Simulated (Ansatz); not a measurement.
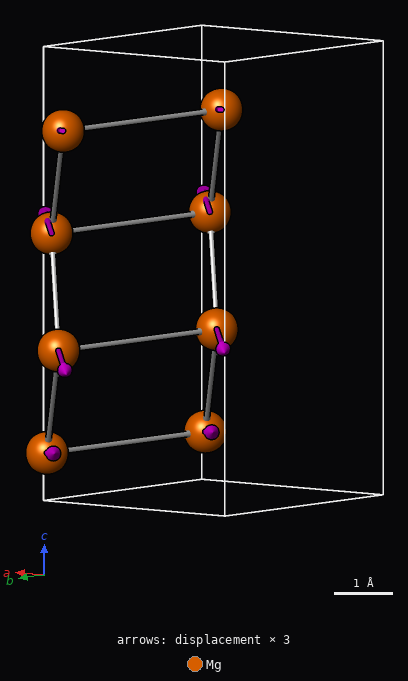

A relaxation of a crystal of Mg (built on the iodine_64 type) (coarse preliminary run). The starting structure is drawn; purple arrows show the displacements (the part carried along by the change of the cell is left out), 3 times their true length.

A ball-and-stick model of the cell of the calculation, repeated 1 × 2 × 1 with one cell outlined, seen from a free direction.

Case: iodine type (Cmce, No. 64).

Computed with DFT PBEsol, scalar-relativistic, plane waves, PAW (Ansatz 0.2.0).

Input file:
```yaml
crystal:
  lattice:
    - [2.9767141551, -1.967380341, 0.0]
    - [2.9767141551, 1.967380341, 0.0]
    - [0.0, 0.0, 8.0254347173]
  atoms:
    - { symbol: Mg, position: [0.85, 0.15, 0.117] }
    - { symbol: Mg, position: [0.65, 0.35, 0.617] }
    - { symbol: Mg, position: [0.15, 0.85, 0.883] }
    - { symbol: Mg, position: [0.35, 0.65, 0.383] }
basis:
  ecutwfc: 420
kpoints:
  mp_grid: { grid: [6, 6, 2] }
hamiltonian:
  xc: pbesol
scf:
  occupations: { method: gaussian, width: 0.1 }
  lower_state_search: "off"
output:
  forces: true
  stress: true
  eigenvalues: true
relax:
  adjacent_minimum: "off"
  f_tol: 0.04
  max_steps: 70
  cell: { stress_tol: 0.4 }
```

**What happened in the run?**

The largest moves relative to the cell, 0.45 Å, are those of Mg1, Mg2, Mg3 and Mg4. Mg2 goes roughly along [1 −1 0]. The drawn cell changes as follows: a = b 3.568 → 3.250 Å (−8.9 %), c 8.025 → 8.596 Å (+7.1 %), γ 66.9° → 86.7°; the volume changes by −3.6 %. Near-neighbour distances that change, for instance: Mg1–Mg3 2.218 → 3.096 Å, Mg1–Mg4 3.663 → 3.194 Å, Mg1–Mg3 (another image) 3.606 → 3.195 Å, Mg1–Mg1 3.568 → 3.250 Å. Bond angles that change, for instance: Mg3–Mg1–Mg4 105.2° → 87.9°, Mg3–Mg1–Mg4 167.0° → 180.0°, Mg3–Mg1–Mg4 169.5° → 179.9°. The space group (tolerance 0.01 Å) goes from Cmce (No. 64) to Fmmm (No. 69). Over 7 accepted moves (8 points after the start) the energy falls by 2.950 eV per cell of the calculation. Largest force component: 2.7 eV/Å at the start, 0.0026 eV/Å at the end. The pressure goes from 6.58 to −0.06 GPa. The SCF was repeated once at an unchanged geometry on a basis and grid sized afresh for the cell, which shifted the energy by 2.0 meV per cell of the calculation at most. The run took of the order of 24 core-seconds on a shared host.

Limits of the set-up: the k-point mesh is coarse for a cell with partly filled bands.
